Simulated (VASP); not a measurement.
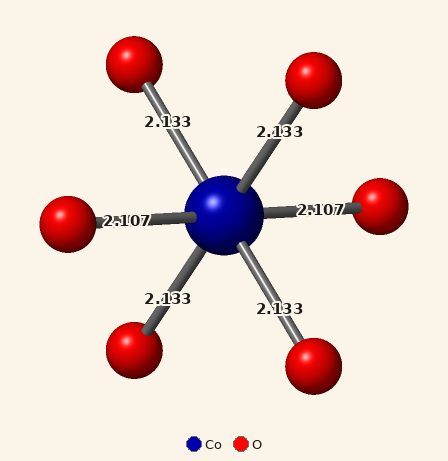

The surroundings of site Co1 (at 0.000, 0.000, 0.000) in CoO (I4/mmm, No. 139), with bond lengths in Å.

Source of the atomic positions: an entry of the Crystallography Open Database, as set up for an electronic-structure calculation.

```
CELL_PARAMETERS angstrom
3.01600 0.00000 0.00000
0.00000 3.01600 0.00000
0.00000 0.00000 4.21450
ATOMIC_POSITIONS crystal
Co 0.00000 0.00000 0.00000
O 0.00000 0.00000 0.50000
Co 0.50000 0.50000 0.50000
O 0.50000 0.50000 0.00000
```

Bond valence s = exp((R0 − d)/b), R0 fitted to published crystal structures with b = 0.37 Å, summed over all anions within 5 Å; R0 in Å: Co2+–O 1.696; Co3+–O 1.685.

Q: Which oxidation state of Co do these bonds support?

A: With the Co2+ parameters the computed sum is 2 × 0.329 + 4 × 0.307 = 1.89. With the Co3+ parameters the computed sum is 2 × 0.320 + 4 × 0.298 = 1.83. The sum matches its own assumption best for Co2+, which also balances the formula's charge.

Q: And over the whole structure?

A:
```tsv
site	x, y, z	formal valence	bond-valence sum	difference
Co1	0.000, 0.000, 0.000	+2	1.93	-0.07
O1	0.000, 0.000, 0.500	−2	1.93	-0.07
```

These sums include all anions within 5 Å. The global instability index (root mean square of the differences over all atoms) is 0.07 v.u.: little strain. The cell was not relaxed for this table, and a volume that is off by a few per cent shifts all sums together.
